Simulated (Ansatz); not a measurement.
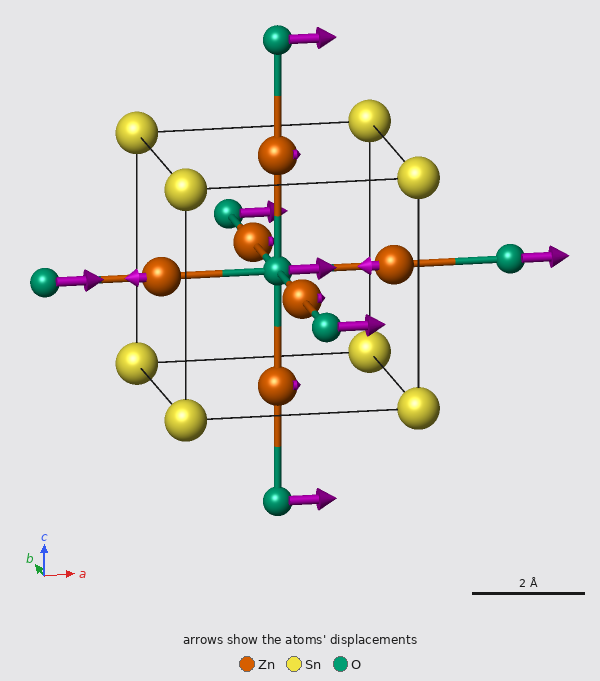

Phonons of crystalline Zn₃SnO (a generated structure), space group Pm-3m (No. 221), at the zone centre. The optical levels lie at 131i (×3), 60i (×3), 97 (×3), 246 (×3) cm⁻¹. One mode is drawn. The purple arrows are the displacements of the atoms (eigenvector over the root of the mass), of arbitrary overall length and sign. Style: ball-and-stick. Shown: the cell of the calculation, slightly off an axis.

Method: DFT PBEsol, scalar-relativistic, plane waves, PAW (Ansatz 0.2.0). Set-up: plane-wave cutoff 420 eV; k-point mesh 8 × 8 × 8; occupations fermi dirac; smearing width 0.15 eV; no spin polarisation.

The frequencies depend somewhat on the k-mesh and the smearing.

### Which of these frequencies is the drawn mode's?

The level at 246 cm⁻¹. This is the T₁u mode (triply degenerate; one member of the set is drawn), the highest optical level (2 lower levels are imaginary, so the structure is unstable), infrared-active by symmetry. All motion is along a; it stretches the shortest O–Zn bonds (2.13 Å); the kinetic energy is shared as Zn 50 %, O 48 %, Sn 2 %. The crystal is a metal, so free carriers screen the infrared response.
